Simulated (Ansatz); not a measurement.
**Nudged elastic band, with input and output: Al (part 1 of 2)**

The run: nudged elastic band of Al (defect cell, 26 atoms in the cell). Method and program: DFT PBE, scalar-relativistic, plane waves, PAW, no spin polarisation (Ansatz 0.2.0).

The structure derives from an entry of the Crystallography Open Database.

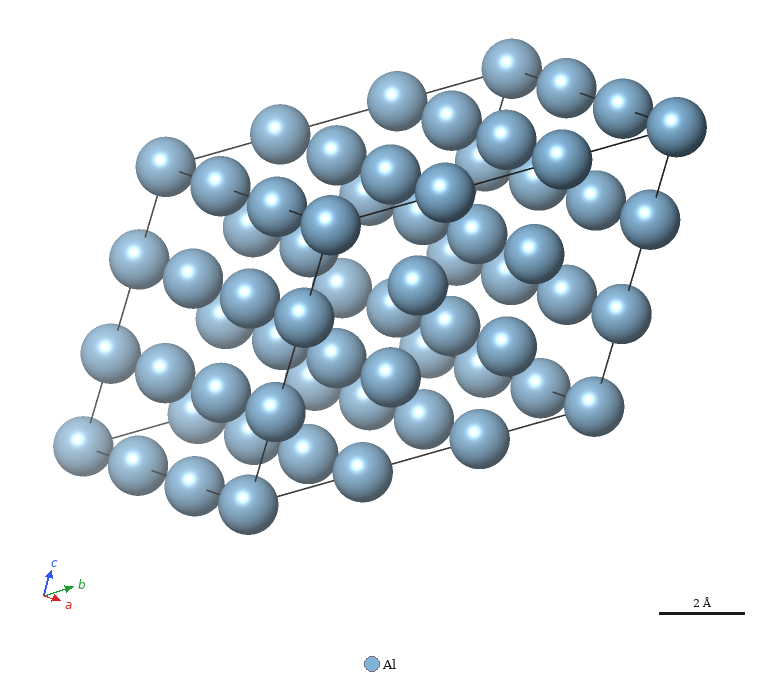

Figure 1. The structure as given in the input (spheres-only view of the cell of the calculation, seen at an oblique angle).

## Summary

| quantity | value |
| --- | --- |
| outcome | converged |
| barrier, forward | 0.456 eV |
| barrier, backward | 0.456 eV |
| electrons treated | 78 |
| hardware | 4 threads of Intel Xeon @ 2.70GHz, 189 GiB of memory available, shared host |
| wall time | 4.1 min (CPU time 11 min) |
| peak memory | 2.6 GiB |

## Remarks

The order of the saddle point was not checked.

## The input
```yaml
crystal:
  lattice:
    - [0.0, 6.062185216, -6.062185216]
    - [6.062185216, 6.062185216, 0.0]
    - [6.062185216, 0.0, -6.062185216]
  atoms:
    - { symbol: Al, position: [0.6666666667, 0.004853208, 0.6666666667] }
    - { symbol: Al, position: [0.6666666667, 0.6618134586, 0.6666666667] }
    - { symbol: Al, position: [0.3321399215, 0.9988065882, 0.6702469022] }
    - { symbol: Al, position: [0.3381865414, 0.3333333333, 0.6666666667] }
    - { symbol: Al, position: [0.3381865414, 0.6618134586, 0.6666666667] }
    - { symbol: Al, position: [-0.004853208, 0.004853208, 0.6666666667] }
    - { symbol: Al, position: [-0.004853208, 0.3333333333, 0.6666666667] }
    - { symbol: Al, position: [0.0011934118, 0.6678600785, 0.6630864312] }
    - { symbol: Al, position: [0.6702469022, 0.9988065882, 0.3321399215] }
    - { symbol: Al, position: [0.6666666667, 0.3333333333, 0.3381865414] }
    - { symbol: Al, position: [0.6666666667, 0.6618134586, 0.3381865414] }
    - { symbol: Al, position: [0.3321399215, -0.0011934118, 0.3321399215] }
    - { symbol: Al, position: [0.3321399215, 0.3369135688, 0.3321399215] }
    - { symbol: Al, position: [0.3324341307, 0.6675658693, 0.3324341307] }
    - { symbol: Al, position: [0.0008992026, -0.0008992026, 0.3324341307] }
    - { symbol: Al, position: [-0.004853208, 0.3333333333, 0.3381865414] }
    - { symbol: Al, position: [0.0008992026, 0.6675658693, 0.3324341307] }
    - { symbol: Al, position: [0.6666666667, 0.004853208, -0.004853208] }
    - { symbol: Al, position: [0.6666666667, 0.3333333333, -0.004853208] }
    - { symbol: Al, position: [0.6630864312, 0.6678600785, 0.0011934118] }
    - { symbol: Al, position: [0.3324341307, -0.0008992026, 0.0008992026] }
    - { symbol: Al, position: [0.3381865414, 0.3333333333, -0.004853208] }
    - { symbol: Al, position: [0.3324341307, 0.6675658693, 0.0008992026] }
    - { symbol: Al, position: [0.0008992026, -0.0008992026, 0.0008992026] }
    - { symbol: Al, position: [0.0011934118, 0.3297530978, 0.0011934118] }
    - { symbol: Al, position: [0.0011934118, 0.6678600785, 0.0011934118] }
basis:
  ecutwfc: 420
  xc_grid: 2
kpoints:
  mp_grid: { grid: [3, 3, 3], shift: [0.0, 0.0, 0.0] }
hamiltonian:
  xc: pbe
scf:
  occupations: { method: gaussian, width: 0.1 }
output:
  forces: true
neb:
  images: 5
  f_tol: 0.05
  max_iterations: 70
  order_check: false
  final_atoms:
    - { symbol: Al, position: [0.6666666667, 0.3284801702, 0.6666666667] }
    - { symbol: Al, position: [0.6666666667, 0.6715198298, 0.6666666667] }
    - { symbol: Al, position: [0.3381864965, 1.0, 0.6666666667] }
    - { symbol: Al, position: [0.3381864965, 0.3284801702, 0.6666666667] }
    - { symbol: Al, position: [0.3321399192, 0.6654732525, 0.6702469091] }
    - { symbol: Al, position: [-0.0048531632, 0.0, 0.6666666667] }
    - { symbol: Al, position: [0.0011934141, 0.3345267475, 0.6630864243] }
    - { symbol: Al, position: [-0.0048531632, 0.6715198298, 0.6666666667] }
    - { symbol: Al, position: [0.6666666667, 1.0, 0.3381864965] }
    - { symbol: Al, position: [0.6666666667, 0.3284801702, 0.3381864965] }
    - { symbol: Al, position: [0.6702469091, 0.6654732525, 0.3321399192] }
    - { symbol: Al, position: [0.3321399192, 0.0035802424, 0.3321399192] }
    - { symbol: Al, position: [0.3324340566, 0.3342326101, 0.3324340566] }
    - { symbol: Al, position: [0.3321399192, 0.6654732525, 0.3321399192] }
    - { symbol: Al, position: [-0.0048531632, 0.0, 0.3381864965] }
    - { symbol: Al, position: [0.0008992768, 0.3342326101, 0.3324340566] }
    - { symbol: Al, position: [0.0008992768, 0.6657673899, 0.3324340566] }
    - { symbol: Al, position: [0.6666666667, 0.0, -0.0048531632] }
    - { symbol: Al, position: [0.6630864243, 0.3345267475, 0.0011934141] }
    - { symbol: Al, position: [0.6666666667, 0.6715198298, -0.0048531632] }
    - { symbol: Al, position: [0.3381864965, 0.0, -0.0048531632] }
    - { symbol: Al, position: [0.3324340566, 0.3342326101, 0.0008992768] }
    - { symbol: Al, position: [0.3324340566, 0.6657673899, 0.0008992768] }
    - { symbol: Al, position: [0.0011934141, -0.0035802424, 0.0011934141] }
    - { symbol: Al, position: [0.0011934141, 0.3345267475, 0.0011934141] }
    - { symbol: Al, position: [0.0008992768, 0.6657673899, 0.0008992768] }
```

Command:
```bash
ansatz run input.yaml --threads 4 --pin off --max-ram 10240MiB --backend cpu --events-out ev --progress --plain --runs-dir out
```

## What the program printed
```
Warning: neb: disabling space-group detection — the band's intermediate images generally break the endpoint symmetry, so no spatial operation reduces the k-mesh or symmetrises the density, except that a semilocal band can use its path's symmetry ahead of convergence; time reversal is kept, so that k and −k are solved as one point where they differ and the mesh holds both, and exact exchange and, on two spinor components, a DFT+U term hold to it where the run has them: on two components no moment then forms, and a state that bears one, which a typed moment (crystal.atoms[].spin; refused beside efield: under a hybrid functional) reaches, can lie lower, under hf by electronvolts; crystal.symmetry.detect: false (a key that needs symmetry detection or time reversal refuses this as the deck is read) with time_reversal: false beside it drops time reversal too
Engine: ansatz 0.2.0, x86_64-unknown-linux-gnu
Pseudopotentials: kind: paw
Pseudopotential: Al, paw, valence charge 3, recommended cutoff 420 eV (normal), Al.paw.azcp
Functional definition: PBE
  parameter kappa = 0.804
  parameter beta = 0.06672455060314922
  exchange = pbe_x(kappa = kappa, mu = beta*pi^2/3)
  correlation = pbe_c(beta = beta)
parallel-image band execution: 4 concurrent image workers
NEB image 0
Crystal: 26 atoms, lattice volume = 445.572 Å³
Basis set: ecut = 420 eV, 8657 PW (Γ), exchange–correlation on 120×120×120 points (8 copies of the dense FFT grid, shifted against one another)
Bands: 65, of which v1, the nominal top of the filled ones, is band 39 counted from 1 (38 counted from 0)
Symmetry: 1 space group operations
k-points: 14 of 27 (time reversal used)
Non-local potential: Al, projectors of the file, l = 0: 2, l = 1: 2, l = 2: 1
PAW form: soft (Blöchl's): semilocal exchange-correlation on the pseudo side does not see the compensation charge
PAW one-centre angular grid: Al, 110 points (default); XC on 64 Gauss nodes
Initial density: superposition of atomic densities (neutral atoms: chi_scale 0, normalization atom), corrected by the library's trained network
Initial wavefunctions: pseudopotential atomic-orbital guess
Functional: x = pbe(κ = 0.804, μ = 0.2195149727645171), c = pbe(β = 0.06672455060314922)
SCF iter   1: F=—  HF=-13973.666331 eV  |F-HF|=—  |Δ(HF+E_count)|=         —  Δρ=1.64e-3  dr2=4.95e-2  ethr=1.77e-3  ⟨swp⟩=8.6  Hψ=4628  notcnv=0  defer=6
preconditioner: auto → Kerker (q_TF=auto, 2.041 Å⁻¹)  [metal: Δε(μ)=0.042 eV  Ē_g=6.575 eV  σ=0.100 eV  W_gap=0.22  n_scr=58 (ndim 8)  ℏωp=15.5 eV  f_vac=0.000  D(μ)=20.49/eV (n_scr^D=168)]
SCF iter   2: F=—  HF=-13973.660214 eV  |F-HF|=—  |Δ(HF+E_count)|=   6.12e-3  Δρ=1.00e-3  dr2=1.68e-2  ethr=6.35e-5  ⟨swp⟩=2.0  Hψ=1077  notcnv=0  defer=8
SCF iter   3: F=—  HF=-13973.657594 eV  |F-HF|=—  |Δ(HF+E_count)|=   2.62e-3  Δρ=1.31e-4  dr2=2.26e-4  ethr=2.15e-5  ⟨swp⟩=2.6  Hψ=1117  notcnv=0  defer=8
SCF iter   4: F=—  HF=-13973.657583 eV  |F-HF|=—  |Δ(HF+E_count)|=   1.10e-5  Δρ=5.61e-5  dr2=3.66e-5  ethr=2.90e-7  ⟨swp⟩=2.0  Hψ=1165  notcnv=0  defer=8
SCF iter   5: F=—  HF=-13973.658029 eV  |F-HF|=—  |Δ(HF+E_count)|=   4.45e-4  Δρ=1.70e-5  dr2=4.10e-6  ethr=4.69e-8  ⟨swp⟩=2.1  Hψ=1008  notcnv=0  defer=8
SCF iter   6: F=—  HF=-13973.658030 eV  |F-HF|=—  |Δ(HF+E_count)|=   1.41e-6  Δρ=4.83e-6  dr2=2.47e-7  ethr=5.25e-9  ⟨swp⟩=2.4  Hψ=1212  notcnv=0  defer=8
SCF iter   7: F=-13973.658030 eV  HF=-13973.658030 eV  |F-HF|=3.95e-10  |Δ(HF+E_count)|=   9.35e-8  Δρ=7.22e-7  dr2=4.85e-9  ethr=1.28e-10  ⟨swp⟩=4.0  Hψ=2582  notcnv=0
SCF 1 converged in 7 iterations: F = -13973.658030 eV  dr2 = 4.85e-9
  greatest PAW one-centre occupation: 0.450 electrons in one spin orbital (limit 2), on the Al atom at site 21 (counted from 0), in its partial waves of l = 0
NSCF: frozen V_eff on 14 k-points
NEB image 6
SCF iter   1: F=—  HF=-13973.666339 eV  |F-HF|=—  |Δ(HF+E_count)|=         —  Δρ=1.64e-3  dr2=4.95e-2  ethr=1.77e-3  ⟨swp⟩=8.1  Hψ=4652  notcnv=0  defer=6
preconditioner: auto → Kerker (q_TF=auto, 2.041 Å⁻¹)  [metal: Δε(μ)=0.042 eV  Ē_g=6.574 eV  σ=0.100 eV  W_gap=0.22  n_scr=58 (ndim 8)  ℏωp=15.5 eV  f_vac=0.000  D(μ)=20.49/eV (n_scr^D=168)]
SCF iter   2: F=—  HF=-13973.660214 eV  |F-HF|=—  |Δ(HF+E_count)|=   6.12e-3  Δρ=1.00e-3  dr2=1.68e-2  ethr=6.35e-5  ⟨swp⟩=2.0  Hψ=1077  notcnv=0  defer=9
SCF iter   3: F=—  HF=-13973.657594 eV  |F-HF|=—  |Δ(HF+E_count)|=   2.62e-3  Δρ=1.30e-4  dr2=2.24e-4  ethr=2.15e-5  ⟨swp⟩=2.5  Hψ=1097  notcnv=0  defer=9
SCF iter   4: F=—  HF=-13973.657583 eV  |F-HF|=—  |Δ(HF+E_count)|=   1.10e-5  Δρ=5.56e-5  dr2=3.55e-5  ethr=2.87e-7  ⟨swp⟩=2.0  Hψ=1178  notcnv=0  defer=9
SCF iter   5: F=—  HF=-13973.658029 eV  |F-HF|=—  |Δ(HF+E_count)|=   4.45e-4  Δρ=1.59e-5  dr2=3.28e-6  ethr=4.55e-8  ⟨swp⟩=2.0  Hψ=996  notcnv=0  defer=9
SCF iter   6: F=—  HF=-13973.658030 eV  |F-HF|=—  |Δ(HF+E_count)|=   1.27e-6  Δρ=4.72e-6  dr2=2.18e-7  ethr=4.20e-9  ⟨swp⟩=2.2  Hψ=1140  notcnv=0  defer=9
SCF iter   7: F=-13973.658030 eV  HF=-13973.658030 eV  |F-HF|=5.46e-10  |Δ(HF+E_count)|=   7.79e-8  Δρ=7.07e-7  dr2=4.25e-9  ethr=1.28e-10  ⟨swp⟩=4.0  Hψ=2588  notcnv=0
SCF 2 converged in 7 iterations: F = -13973.658030 eV  dr2 = 4.25e-9
[... from here on the iterations of each SCF are left out, up to the last one ...]
NSCF: frozen V_eff on 14 k-points
NEB end point (image 0): max|allowed force component| = 1.253e-2 eV/Å (the criterion of neb.relax_end_points is 1.000e-2)
NEB end point (image 6): max|allowed force component| = 1.253e-2 eV/Å (the criterion of neb.relax_end_points is 1.000e-2)
NEB image 1
preconditioner: auto → Kerker (q_TF=auto, 2.041 Å⁻¹)  [metal: Δε(μ)=0.036 eV  Ē_g=6.568 eV  σ=0.100 eV  W_gap=0.19  n_scr=58 (ndim 8)  ℏωp=15.5 eV  f_vac=0.000  D(μ)=20.21/eV (n_scr^D=168)]
SCF 3 converged in 7 iterations: F = -13973.399840 eV  dr2 = 2.74e-9
NEB image 2
preconditioner: auto → Kerker (q_TF=auto, 2.041 Å⁻¹)  [metal: Δε(μ)=0.048 eV  Ē_g=6.562 eV  σ=0.100 eV  W_gap=0.25  n_scr=58 (ndim 8)  ℏωp=15.5 eV  f_vac=0.000  D(μ)=17.55/eV (n_scr^D=136)]
SCF 4 converged in 7 iterations: F = -13972.894032 eV  dr2 = 3.58e-9
NEB image 3
preconditioner: auto → Kerker (q_TF=auto, 2.041 Å⁻¹)  [metal: Δε(μ)=0.034 eV  Ē_g=6.567 eV  σ=0.100 eV  W_gap=0.19  n_scr=58 (ndim 8)  ℏωp=15.5 eV  f_vac=0.000  D(μ)=16.90/eV (n_scr^D=136)]
SCF 5 converged in 6 iterations: F = -13972.635161 eV  dr2 = 1.03e-8
NEB image 4
preconditioner: auto → Kerker (q_TF=auto, 2.041 Å⁻¹)  [metal: Δε(μ)=0.048 eV  Ē_g=6.562 eV  σ=0.100 eV  W_gap=0.25  n_scr=58 (ndim 8)  ℏωp=15.5 eV  f_vac=0.000  D(μ)=17.54/eV (n_scr^D=136)]
SCF 6 converged in 7 iterations: F = -13972.894033 eV  dr2 = 3.58e-9
NEB image 5
SCF 7 converged in 7 iterations: F = -13973.399841 eV  dr2 = 2.81e-9
NEB iter   1: max|band force component| = 1.139e0 eV/Å  barrier→ = 1.0229 eV  barrier← = 1.0229 eV  Δτ_max = 0.1404 Å  (48 SCF iters)
NEB image 1
Initial density: handed on by an earlier stage of this run
Initial wavefunctions: those handed on with the density
preconditioner: auto → Kerker (q_TF=auto, 2.041 Å⁻¹)  [metal: Δε(μ)=0.051 eV  Ē_g=6.564 eV  σ=0.100 eV  W_gap=0.27  n_scr=58 (ndim 8)  ℏωp=15.5 eV  f_vac=0.000  D(μ)=19.24/eV (n_scr^D=168)]
SCF 8 converged in 6 iterations: F = -13973.535027 eV  dr2 = 4.06e-8
NEB image 2
preconditioner: auto → Kerker (q_TF=auto, 2.041 Å⁻¹)  [metal: Δε(μ)=0.023 eV  Ē_g=6.563 eV  σ=0.100 eV  W_gap=0.13  n_scr=58 (ndim 8)  ℏωp=15.5 eV  f_vac=0.000  D(μ)=16.19/eV (n_scr^D=136)]
SCF 9 converged in 6 iterations: F = -13973.276592 eV  dr2 = 1.24e-8
NEB image 3
preconditioner: auto → Kerker (q_TF=auto, 2.041 Å⁻¹)  [metal: Δε(μ)=0.012 eV  Ē_g=6.563 eV  σ=0.100 eV  W_gap=0.06  n_scr=58 (ndim 8)  ℏωp=15.5 eV  f_vac=0.000  D(μ)=15.04/eV (n_scr^D=112)]
SCF 10 converged in 6 iterations: F = -13973.141784 eV  dr2 = 4.96e-8
NEB image 4
SCF 11 converged in 6 iterations: F = -13973.276592 eV  dr2 = 1.24e-8
NEB image 5
SCF 12 converged in 6 iterations: F = -13973.535027 eV  dr2 = 4.07e-8
NEB iter   2: max|band force component| = 2.868e-1 eV/Å  barrier→ = 0.5162 eV  barrier← = 0.5162 eV  CI = image 3  Δτ_max = 0.0561 Å  (30 SCF iters)
NEB image 1
preconditioner: auto → Kerker (q_TF=auto, 2.041 Å⁻¹)  [metal: Δε(μ)=0.012 eV  Ē_g=6.564 eV  σ=0.100 eV  W_gap=0.07  n_scr=58 (ndim 8)  ℏωp=15.5 eV  f_vac=0.000  D(μ)=19.39/eV (n_scr^D=168)]
SCF 13 converged in 5 iterations: F = -13973.545097 eV  dr2 = 1.58e-8
NEB image 2
preconditioner: auto → Kerker (q_TF=auto, 2.041 Å⁻¹)  [metal: Δε(μ)=0.046 eV  Ē_g=6.563 eV  σ=0.100 eV  W_gap=0.25  n_scr=58 (ndim 8)  ℏωp=15.5 eV  f_vac=0.000  D(μ)=16.03/eV (n_scr^D=136)]
SCF 14 converged in 5 iterations: F = -13973.317118 eV  dr2 = 7.07e-8
NEB image 3
preconditioner: auto → Kerker (q_TF=auto, 2.041 Å⁻¹)  [metal: Δε(μ)=0.034 eV  Ē_g=6.560 eV  σ=0.100 eV  W_gap=0.19  n_scr=58 (ndim 8)  ℏωp=15.5 eV  f_vac=0.000  D(μ)=14.48/eV (n_scr^D=112)]
SCF 15 converged in 6 iterations: F = -13973.199825 eV  dr2 = 6.70e-9
NEB image 4
SCF 16 converged in 5 iterations: F = -13973.317118 eV  dr2 = 7.07e-8
NEB image 5
SCF 17 converged in 5 iterations: F = -13973.545097 eV  dr2 = 1.58e-8
NEB iter   3: max|band force component| = 6.379e-2 eV/Å  barrier→ = 0.4582 eV  barrier← = 0.4582 eV  CI = image 3  Δτ_max = 0.0143 Å  (26 SCF iters)
NEB image 1
preconditioner: auto → Kerker (q_TF=auto, 2.041 Å⁻¹)  [metal: Δε(μ)=0.011 eV  Ē_g=6.564 eV  σ=0.100 eV  W_gap=0.06  n_scr=58 (ndim 8)  ℏωp=15.5 eV  f_vac=0.000  D(μ)=19.34/eV (n_scr^D=168)]
SCF 18 converged in 5 iterations: F = -13973.546027 eV  dr2 = 1.97e-9
NEB image 2
preconditioner: auto → Kerker (q_TF=auto, 2.041 Å⁻¹)  [metal: Δε(μ)=0.047 eV  Ē_g=6.563 eV  σ=0.100 eV  W_gap=0.25  n_scr=58 (ndim 8)  ℏωp=15.5 eV  f_vac=0.000  D(μ)=16.18/eV (n_scr^D=136)]
SCF 19 converged in 5 iterations: F = -13973.319778 eV  dr2 = 3.75e-9
NEB image 3
preconditioner: auto → Kerker (q_TF=auto, 2.041 Å⁻¹)  [metal: Δε(μ)=0.027 eV  Ē_g=6.559 eV  σ=0.100 eV  W_gap=0.15  n_scr=58 (ndim 8)  ℏωp=15.5 eV  f_vac=0.000  D(μ)=14.73/eV (n_scr^D=112)]
SCF 20 converged in 5 iterations: F = -13973.202575 eV  dr2 = 7.87e-9
NEB image 4
SCF 21 converged in 5 iterations: F = -13973.319778 eV  dr2 = 3.75e-9
NEB image 5
iter 1 solved again at ethr=6.99e-7 eV; its pass at ethr=3.10e-3 eV (dr2=5.45e-4 eV) is discarded
SCF iter   1: F=—  HF=-13973.546007 eV  |F-HF|=—  |Δ(HF+E_count)|=         —  Δρ=2.20e-4  dr2=5.82e-4  ethr=6.99e-7  ⟨swp⟩=2.0  Hψ=3927  notcnv=0
SCF iter   2: F=—  HF=-13973.545914 eV  |F-HF|=—  |Δ(HF+E_count)|=   9.30e-5  Δρ=1.30e-4  dr2=1.83e-4  ethr=6.99e-7  ⟨swp⟩=1.0  Hψ=910  notcnv=0
SCF iter   3: F=—  HF=-13973.545879 eV  |F-HF|=—  |Δ(HF+E_count)|=   3.50e-5  Δρ=1.42e-5  dr2=1.29e-6  ethr=2.35e-7  ⟨swp⟩=2.7  Hψ=1374  notcnv=0
SCF iter   4: F=—  HF=-13973.546027 eV  |F-HF|=—  |Δ(HF+E_count)|=   1.48e-4  Δρ=3.17e-6  dr2=6.78e-8  ethr=1.28e-10  ⟨swp⟩=4.7  Hψ=2684  notcnv=0
SCF iter   5: F=-13973.546027 eV  HF=-13973.546027 eV  |F-HF|=4.24e-10  |Δ(HF+E_count)|=   8.33e-9  Δρ=4.71e-7  dr2=1.98e-9  ethr=8.69e-11  ⟨swp⟩=2.0  Hψ=2601  notcnv=0
SCF 22 converged in 5 iterations: F = -13973.546027 eV  dr2 = 1.98e-9
NEB image 1
NSCF: frozen V_eff on 14 k-points
NEB image 2
NSCF: frozen V_eff on 14 k-points
NEB image 4
NSCF: frozen V_eff on 14 k-points
NEB image 5
NSCF: frozen V_eff on 14 k-points
NEB image 3
NSCF: frozen V_eff on 14 k-points
the band table was solved once a step of the walk had ended and its energy, with any forces and stress, was formed, with the checks that follow a solve (4679 applications of the Hamiltonian). They found nothing against the state; the energy, forces and stress were not computed again (output.eigenvalues in the input reference)
NEB iter   4: max|band force component| = 6.846e-3 eV/Å  barrier→ = 0.4555 eV  barrier← = 0.4555 eV  CI = image 3  Δτ_max = 0.0000 Å  (25 SCF iters)
```

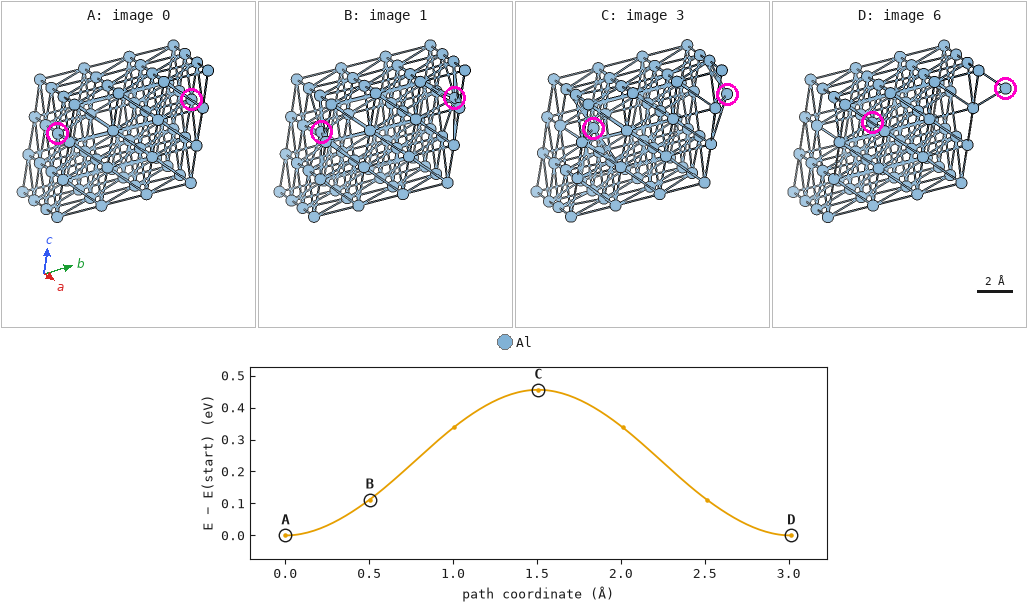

Figure 2. Images of the last band (counted from 0; ball-and-stick, reduced simulation cell, seen slightly off an axis), with the moving atom and its periodic copies ringed, above the energy along the path; the line is a cubic interpolation that uses the forces. The highest image is number 3, 0.455 eV above the start and 0.455 eV above the end (the climbing image); start and end have the same energy. The path is 3.01 Å long, and Al1 moves most (2.77 Å). The band converged in 4 iterations.

```
SCF converged after 5 iterations
Free energy (F): -13973.202575 eV
Harris-Foulkes:  -13973.202575 eV  (|F-HF|=3.57e-9)
Internal energy: -13973.128593 eV  (E = F + TS)
E sigma→0 (E₀):  -13973.165584 eV
Entropy (-TS):   -0.073982 eV (-2.845 meV/atom)
Fermi energy:    7.536374 eV
--- Per-component energies (eV) ---
  E_band       = 248.458844
  E_kinetic    = 584.627595
  E_local      = 211.685835  (includes V_loc(G=0)·N_el)
  E_nonlocal   = 269.821336
  E_hartree    = 12.362756
  E_xc         = -1028.785135
  E_vxc        = -747.195732  (∫ρ·V_xc dr)
  E_paw        = -12150.755682  (= ΣΔE_a)
  E_vpaw       = -95.205989  (= ΣTr[D̂ρ^β])
  E_aug_tail   = -0.000055  (compensation charges beyond the density's cutoff)
  E_ewald      = -1872.085243
  E_smearing   = -0.073982  (= −TS)
  E_closure    = 0.000000  (closes the sum)
  Σ components = -13973.202575   (vs F -13973.202575, Δ=0.00e0)
--- Forces (eV/Å), atoms counted from 1 ---
  atom   1  Al    -0.00000006     0.00000007     0.00000014
  atom   2  Al     0.00000003    -0.00000005     0.00000019
  atom   3  Al     0.00502081     0.00132839    -0.00603565
  atom   4  Al     0.00059488    -0.00059545    -0.00183775
  atom   5  Al    -0.00132819    -0.00502058    -0.00603601
  atom   6  Al    -0.00059495     0.00059572     0.00183766
  atom   7  Al    -0.00502100    -0.00132857     0.00603570
  atom   8  Al     0.00132804     0.00502092     0.00603607
  atom   9  Al     0.00132831     0.00502110    -0.00603552
  atom  10  Al    -0.00059565     0.00059515    -0.00183763
  atom  11  Al    -0.00502090    -0.00132808    -0.00603578
  atom  12  Al     0.00000015     0.00000036     0.00611488
  atom  13  Al     0.00195295     0.00195334     0.00412624
  atom  14  Al    -0.00195359    -0.00195324     0.00412655
  atom  15  Al    -0.00286486    -0.00029116     0.00000046
  atom  16  Al     0.00029105     0.00286479    -0.00000010
  atom  17  Al    -0.00170503     0.00170519     0.00000023
  atom  18  Al     0.00059581    -0.00059511     0.00183744
  atom  19  Al    -0.00132831    -0.00502119     0.00603556
  atom  20  Al     0.00502107     0.00132778     0.00603578
  atom  21  Al    -0.00029117    -0.00286496     0.00000012
  atom  22  Al     0.00286493     0.00029113    -0.00000048
  atom  23  Al     0.00170512    -0.00170504    -0.00000015
  atom  24  Al    -0.00195309    -0.00195337    -0.00412624
  atom  25  Al    -0.00000001    -0.00000050    -0.00611505
  atom  26  Al     0.00195366     0.00195333    -0.00412665
  max |Σ_I F_I| component: 3.82e-9 eV/Å
--- Band table (eV; the first three rows and the last of 14) ---
```
